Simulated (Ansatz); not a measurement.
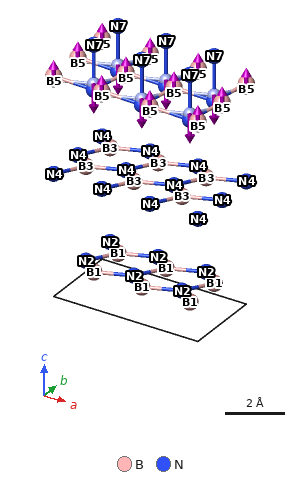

A constrained relaxation of a slab of composition B3N4 (cut from the R3m phase). The starting structure is drawn faded, the final one solid; purple arrows show the displacements, 5 times their true length.

The picture is a ball-and-stick view of the 3 × 2 repeat of the cell, outlined in the plane, without the vacuum, seen slightly off an axis.

Case: N put at a top N site. The slab is the (0 0 1) face of BN with N on it. 2 atoms are held fixed.

Theory: Ansatz 0.2.0, DFT PBE+D3(BJ), scalar-relativistic, plane waves, PAW. (plane-wave cutoff 420 eV; k-point mesh 12 × 12 × 1; occupations gaussian; smearing width 0.05 eV; collinear spin; dipole correction; atoms relaxed in a fixed cell; force threshold 0.03 eV/Å; at most 70 steps)

**Atoms of which element are displaced furthest, and by how much?**

Nitrogen: up to 0.21 Å, against 0.14 Å for boron.

**What happened in the run?**

The largest move is that of an N atom, 0.21 Å along the normal (−c). Largest moves by element: N 0.21 Å, B 0.14 Å. The cell doesn't change. Near-neighbour distances that change, for instance: N–N 1.420 → 1.592 Å, B–N 1.447 → 1.489 Å. Bond angles that change, for instance: B–N–N 90.1° → 76.3°, N–B–N 120.0° → 114.6°, B–N–B 120.0° → 114.6°. The energy falls by 0.410 eV per cell of the calculation in 7 accepted moves (8 points after the start). The largest force component goes from 3.4 to 0.029 eV/Å. 1 step only repeated the SCF at the same geometry. The program noted that the starting moments weren't kept.

Limits of the set-up: the periodic images lie only 2.5 Å apart, so the values are limited by the cell's size.
